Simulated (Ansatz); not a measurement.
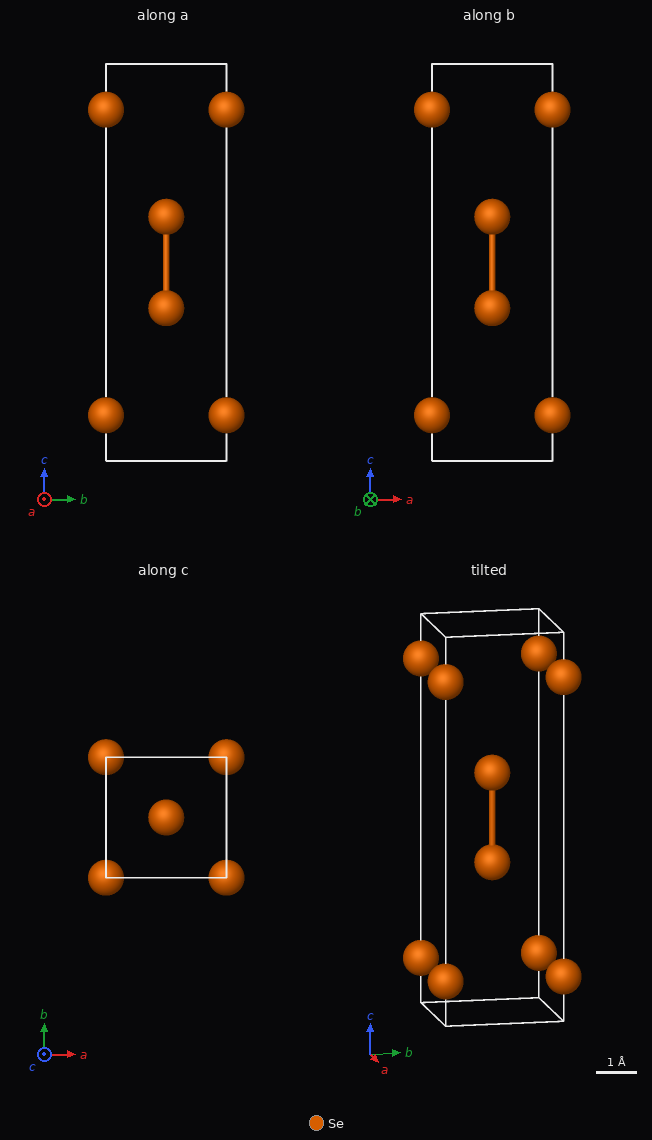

Drawn in the ball-and-stick manner and seen along the a axis, along the b axis, along the c axis and slightly off an axis. The conventional unit cell is drawn as a box.

Lattice parameters: a = 3.0228 Å, b = 3.0228 Å, c = 9.9589 Å, α = 90.000°, β = 90.000°, γ = 90.000°.

Record the structure as a CIF with its space group and independent sites, with free fractional coordinates to two decimals.

Answer.
```cif
data_structure
_symmetry_space_group_name_H-M 'I 4/m m m'
_symmetry_Int_Tables_number 139
_cell_length_a 3.0228
_cell_length_b 3.0228
_cell_length_c 9.9589
_cell_angle_alpha 90.000
_cell_angle_beta 90.000
_cell_angle_gamma 90.000
_cell_volume 91.00
loop_
_atom_site_label
_atom_site_type_symbol
_atom_site_symmetry_multiplicity
_atom_site_Wyckoff_symbol
_atom_site_fract_x
_atom_site_fract_y
_atom_site_fract_z
_atom_site_occupancy
Se1 Se 4 e 0.00 0.00 0.12 1
```

The model was built from a structure type filled with this element by a generator (whether the element takes this form wasn't checked). The geometry is the end of a relaxation with Ansatz, DFT PBEsol, scalar-relativistic, plane waves, PAW.
